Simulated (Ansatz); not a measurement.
**Single-point calculation of EuO (part 2 of 2)**

EuO (Fm-3m, 4 atoms in the cell); DFT r2SCAN, scalar-relativistic, plane waves, PAW, spin-polarised (Ansatz 0.2.0); cutoff 500 eV, 6×6×6 k-mesh, Gaussian smearing of 0.05 eV, collinear spins. The structure was built on a prototype by a generator; it need not be a known phase. It belongs to a series of runs on one base structure; here: random orbitals: random, high filling.

Geometry of the input (Å; fractional positions):
```
0.0000  2.5720  2.5720
2.5720  0.0000  2.5720
5.1439  5.1439  0.0000
Eu 0.5000  0.5000  0.2500
O  0.0000  0.0000  0.0000
Eu 0.5000  0.5000  0.7500
O  -0.0000  0.0000  0.5000
```

```
this state was not tested for a lower state beside it, because the mixer in use, unlike msr1, does not test its closes by its own steps (another_mixer; see scf.mixing.algorithm and scf.lower_state_search)
SCF converged after 19 iterations
Magnetization: 0.0000 μB (23.0000 up, 23.0000 down)
Absolute magnetization: 13.8419 μB (∫|ρ↑−ρ↓|, with the PAW one-centre terms)
Spin contamination: 6.9086 ħ² per cell (⟨S²⟩ above its minimum at these occupations)
Per-site moments (μB) at R_I (Å): [(6.651889721202585, 1.0609301876250001), (3.580419113128395e-16, 1.060930187625), (-6.651889721202583, 1.060930187625), (-3.7449414449915067e-16, 1.0609301876250001)]
Free energy (F): -18704.372350 eV
Harris-Foulkes:  -18704.372350 eV  (|F-HF|=5.59e-8)
Internal energy: -18704.367485 eV  (E = F + TS)
E sigma→0 (E₀):  -18704.369918 eV
Entropy (-TS):   -0.004865 eV (-1.216 meV/atom)
Fermi energy:    13.975555 eV
--- Per-component energies (eV) ---
  E_band       = 104.461487
  E_kinetic    = 1059.854760
  E_local      = -3911.771535  (includes V_loc(G=0)·N_el)
  E_nonlocal   = 1034.967926
  E_hartree    = 1530.293418
  E_xc         = -493.291210
  E_vxc        = -668.851604  (∫ρ·V_xc dr)
  E_paw        = -13131.334384  (= ΣΔE_a)
  E_vpaw       = -510.476297  (= ΣTr[D̂ρ^β])
  E_aug_tail   = 0.002098  (compensation charges beyond the density's cutoff)
  E_vtau       = 40.146005  (kinetic-family band-sum trace: ∫τ·v_τ [+ j·A + Jᵃ·Aᵃ] dr)
  E_ewald      = -4793.586163
  E_core_change = 0.497605  (= ΣΔE_core)
  E_smearing   = -0.004865  (= −TS)
  E_closure    = -0.000000  (closes the sum)
  Σ components = -18704.372350   (vs F -18704.372350, Δ=0.00e0)
--- Specified on-site occupations, and those of the state reported ---
  electrons in the specified blocks: 13.8600 specified, 13.6835 found
  site 2 (l=f) ↓: largest change of an orbital's occupation 0.0208; electrons 6.7900 specified, 6.8083 found; spectral distance 0.0457
  site 0 (l=f) ↑: largest change of an orbital's occupation 0.0208; electrons 6.7900 specified, 6.8083 found; spectral distance 0.0457
  site 2 (l=f) ↑: largest change of an orbital's occupation 0.0188; electrons 0.1400 specified, 0.0334 found; spectral distance 0.0408
  site 0 (l=f) ↓: largest change of an orbital's occupation 0.0188; electrons 0.1400 specified, 0.0334 found; spectral distance 0.0408
--- Forces (eV/Å), atoms counted from 1 ---
  atom   1  Eu     0.00000000     0.00000000     0.00000000
  atom   2  O      0.00000000     0.00000000    -0.00000000
  atom   3  Eu    -0.00000000    -0.00000000    -0.00000000
  atom   4  O     -0.00000000    -0.00000000     0.00000000
  max |Σ_I F_I| component: 3.47e-29 eV/Å
--- Stress (GPa, compression-positive) ---
       -5.074647       0.320630      -0.320630
        0.320630      -5.074647      -0.320630
       -0.320630      -0.320630      -5.074647
  P = ⅓ Tr σ = -5.0746 GPa (-50.746 kbar)
--- Band table (eV; the first three rows and the last of 64) ---
  k-point 0 ↑: bands = ["-28.7490", "-25.1396", "-8.0768", "-6.6535", "-6.6535", "-5.9284", "-5.4786", "-3.9863", "-3.9863", "-3.2769", "7.9212", "8.8988", "8.8988", "9.9519", "9.9523", "9.9523", "13.5815", "13.6491", "13.6491", "13.7918", "13.8500", "13.9706", "13.9706", "14.6267", "16.2494", "16.3918", "16.3918", "17.2005", "18.7641", "18.7641", "18.7904", "19.4398", "19.4398", "19.7407", "19.9437", "19.9437"]
  k-point 1 ↑: bands = ["-28.7489", "-25.1400", "-8.0225", "-6.6534", "-6.6534", "-6.2020", "-5.2384", "-3.9867", "-3.9867", "-3.2974", "8.0247", "8.9601", "8.9601", "9.7572", "9.8702", "9.8702", "13.5640", "13.6434", "13.6434", "13.7918", "13.8389", "13.9591", "13.9591", "14.9699", "16.1373", "16.5148", "16.5148", "17.1262", "18.7435", "18.9073", "18.9073", "19.1929", "19.1929", "19.7160", "20.0397", "20.0397"]
  k-point 2 ↑: bands = ["-28.7486", "-25.1407", "-7.8912", "-6.6532", "-6.6532", "-6.5642", "-4.9619", "-3.9874", "-3.9874", "-3.3422", "8.3196", "9.1331", "9.1331", "9.3021", "9.6559", "9.6559", "13.5265", "13.6323", "13.6323", "13.7918", "13.8308", "13.9378", "13.9378", "15.7876", "15.9894", "16.8289", "16.8289", "16.9905", "18.1616", "18.6220", "18.6220", "19.3394", "19.3394", "19.7029", "20.1592", "20.1592"]
  k-point 31 ↓: bands = ["-28.6810", "-25.0421", "-7.6584", "-7.6519", "-6.9616", "-5.8794", "-5.8564", "-4.3650", "-3.8594", "-3.8447", "8.7559", "8.7611", "9.3060", "9.3691", "9.6563", "9.6916", "13.5766", "13.6425", "13.6505", "13.6888", "13.6954", "13.7184", "13.8190", "16.1833", "16.2184", "16.9295", "17.6104", "19.4533", "19.4622", "19.5893", "19.6219", "19.9893", "20.0446", "20.1583", "20.2779", "20.2885"]
Occupation matrices written to [file]
--- Löwdin populations: 4 sites ---
  site symbol       q [e]    m [muB]
     0     Eu     16.3651     6.8967
     1      O      6.5958    -0.0000
     2     Eu     16.3651    -6.8967
     3      O      6.5958    -0.0000
  spilling = 0.001698 (of n_electrons = 46.000000)
--- Occupation matrices: 2 shells (run DFT+U table (all-electron-ortho-atomic); ε = 2.00e-2, provisional) ---
  Eu0 f_4F: site group Oh (m-3m); on the run's cell D3d (-3m)
  Eu0 f_4F up     Tr n = 6.8083  λ = 0.952 0.952 0.955 0.982 0.985 0.991 0.991  [3× xyz 0.32 (T1u 0.65) T1u(0.65)/Eu(0.67) | 4× z(x2-y2) 0.24 (T2u 0.73) T2u(0.73)/Eu(0.50)]
  Eu0 f_4F dn     Tr n = 0.0334  λ = 0.001 0.003 0.003 0.003 0.007 0.007 0.008  [7× z3 0.14 (T1u 0.43) T1u(0.43)/Eu(0.57)]
  specified occupation → Eu0 f_4F up: matrix, ‖Δ‖_F = 0.0457, Tr Δ = -0.0183, displaced = 0.0594, d_λ = 0.0457; orbital distance = 0.0000
  specified occupation → Eu0 f_4F dn: matrix, ‖Δ‖_F = 0.0408, Tr Δ = +0.1066, displaced = 0.0533, d_λ = 0.0408; orbital distance = 0.0000
  Eu2 f_4F: site group Oh (m-3m); on the run's cell D3d (-3m)
  Eu2 f_4F up     Tr n = 0.0334  λ = 0.001 0.003 0.003 0.003 0.007 0.007 0.008  [7× z3 0.14 (T1u 0.43) T1u(0.43)/Eu(0.57)]
  Eu2 f_4F dn     Tr n = 6.8083  λ = 0.952 0.952 0.955 0.982 0.985 0.991 0.991  [3× xyz 0.32 (T1u 0.65) T1u(0.65)/Eu(0.67) | 4× z(x2-y2) 0.24 (T2u 0.73) T2u(0.73)/Eu(0.50)]
  specified occupation → Eu2 f_4F up: matrix, ‖Δ‖_F = 0.0408, Tr Δ = +0.1066, displaced = 0.0533, d_λ = 0.0408; orbital distance = 0.0000
  specified occupation → Eu2 f_4F dn: matrix, ‖Δ‖_F = 0.0457, Tr Δ = -0.0183, displaced = 0.0594, d_λ = 0.0457; orbital distance = 0.0000
  Tr n, λ and their labels are of the run-group-symmetrised matrices; stabiliser: 24 of 48 elements of G0×{1,Θ} (closed), max defect 5.9e-15 at τ = 4.2e-3
```

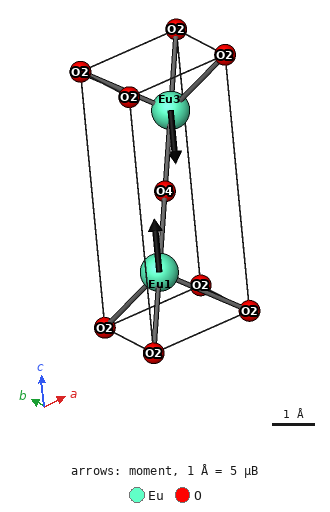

*Magnetic moments of the sites as black arrows (ball-and-stick view of the reduced cell, seen slightly off an axis; atoms are numbered from 1 in the order of the input); small moments hardly show. The run is collinear, so the axis drawn is arbitrary.*

Site moments: Eu1 (6.65 μB); Eu3 (−6.65 μB). They are counted near the atoms and needn't add up to the moment of the cell.

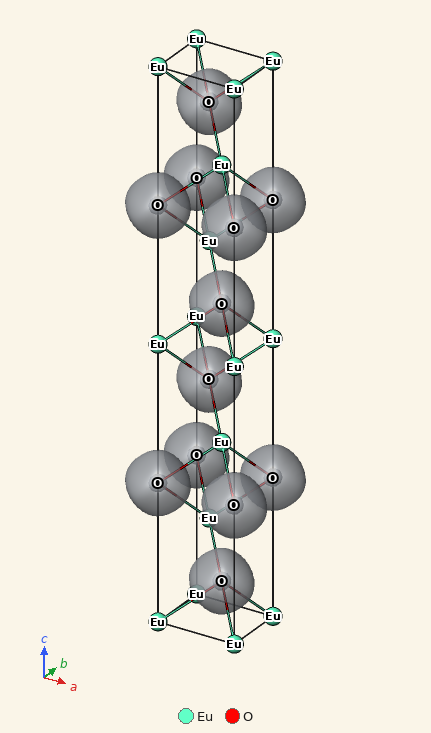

*Isosurface of the electron localisation function at 0.6 (grey), seen slightly off an axis. Core shells and regions of very low density are left out. Sticks mark near contacts. The outline is the cell set on symmetry axes of the magnetic structure.*

Values along the shortest contacts: Eu–O (2.57 Å): the ELF is about 0.10 at the midpoint; no shared pair; the contact is polar. The fields are those of the smooth PAW valence density.

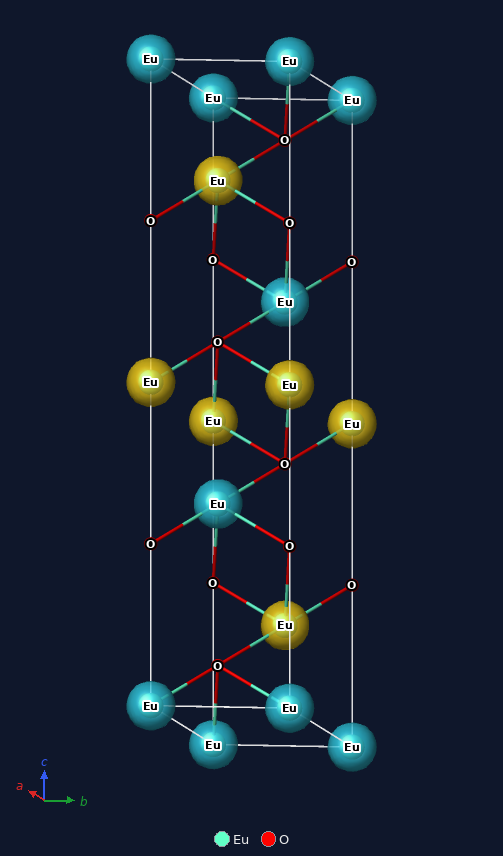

*Isosurfaces of the spin density (up minus down) at +1.5 (yellow) and −1.5 e/Å³ (cyan), seen at an oblique angle. Sticks mark near contacts. The outline is the cell set on symmetry axes of the magnetic structure.*

The cell of the calculation (4 atoms) carries 0.0 μB net.

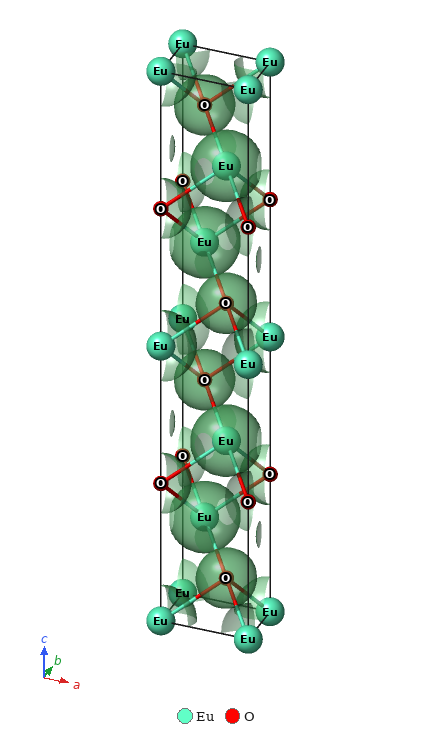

*Isosurface of the valence charge density (pseudo) at 0.4 e/Å³ (green), seen slightly off an axis. Sticks mark near contacts. The outline is the cell set on symmetry axes of the magnetic structure.*

At this value the density breaks into separate islands; it holds about 85 % of the electrons treated as valence (semicore included). It is pinched off along the Eu–O (2.57 Å) contacts. On the grid the lowest density along these lines, outside the cores, is 0.25 e/Å³ (Eu–O, 2.57 Å).

**Summary**

```json
{"quantity": "outcome", "value": "converged"}
{"quantity": "space group (tolerance 0.01 Å)", "value": "Fm-3m (225)"}
{"quantity": "electrons treated", "value": "46"}
{"quantity": "free energy", "value": "−18704.3724 eV"}
{"quantity": "Fermi energy", "value": "13.976 eV"}
{"quantity": "gap on the k-point mesh", "value": "none (metallic)"}
{"quantity": "net moment of the cell", "value": "0.00 μB"}
{"quantity": "integrated absolute moment", "value": "13.84 μB"}
{"quantity": "pressure", "value": "−5.07 GPa"}
{"quantity": "largest force (length of the vector)", "value": "under 0.001 eV/Å"}
{"quantity": "wall time", "value": "7.4 s (CPU time 28 s)"}
{"quantity": "peak memory", "value": "0.74 GiB"}
```

Warnings of the run: the state was not tested for a lower one. DFT+U on an f shell has many self-consistent states, and spin–orbit coupling is left out here. The cell is under a tension of 5.1 GPa at this level, so it is not at its equilibrium volume.
